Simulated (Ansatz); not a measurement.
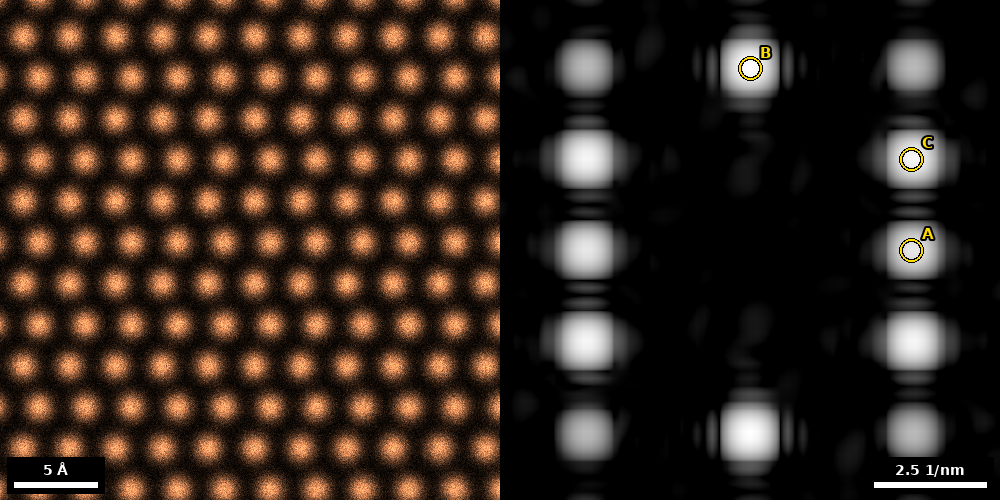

Dark-field STEM-like image of a crystal. Simulation: incoherent imaging, intensity Z^1.6 per atom, probe width 1.30 Å, thin sample. Shot noise was added.

The right panel is the modulus of the image's Fourier transform on a logarithmic scale.

Which lattice spacings do the marked spots stand for, and what angle do A and B enclose?

A: 2.8 Å, B: 2.5 Å, C: 2.4 Å; A and B enclose about 90°.

The crystal is Ga (P6_3/mmc, No. 194) along [100]; the spots are (0 -1 0), (0 0 -2) and (0 -1 -1). Structure: the input geometry of an electronic-structure calculation (not necessarily at equilibrium); the starting structure was generated, so it need not be a known form of this composition.
